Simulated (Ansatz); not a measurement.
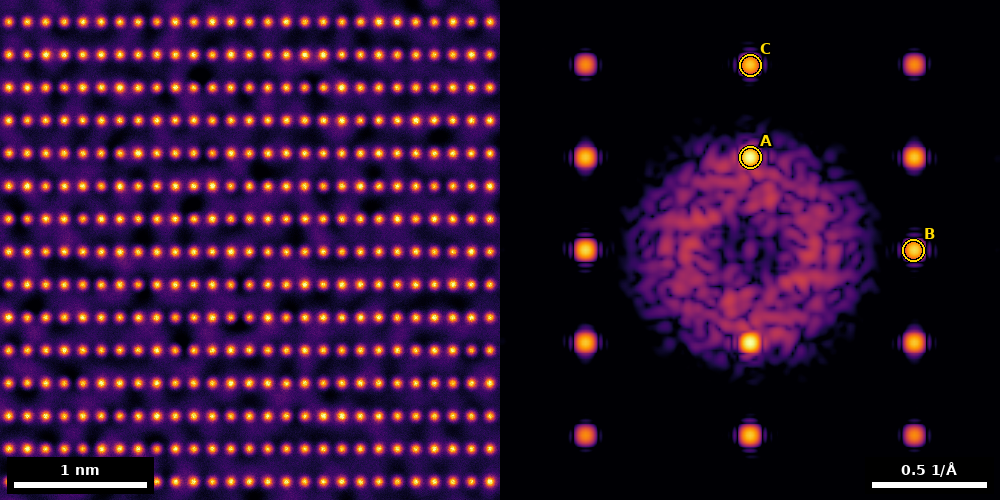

Dark-field STEM-like image of a crystal. Simulated incoherent Z contrast: every atom adds Z^1.7 spread by a probe of 0.63 Å full width; channelling and multiple scattering are left out. Shot noise and the speckle of an amorphous layer were added.

The right panel is the modulus of the image's Fourier transform on a logarithmic scale.

### Which lattice spacings do the marked spots stand for, and what angle do A and B enclose?

A: 2.5 Å, B: 1.4 Å, C: 1.2 Å; A and B enclose about 90°.

The crystal is W (P6_3/mmc, No. 194) along [210]; the spots are (0 0 -2), (1 -2 0) and (0 0 -4). Model: the input geometry of an electronic-structure calculation (not necessarily at equilibrium); the starting structure was generated, so it need not be a known form of this composition.
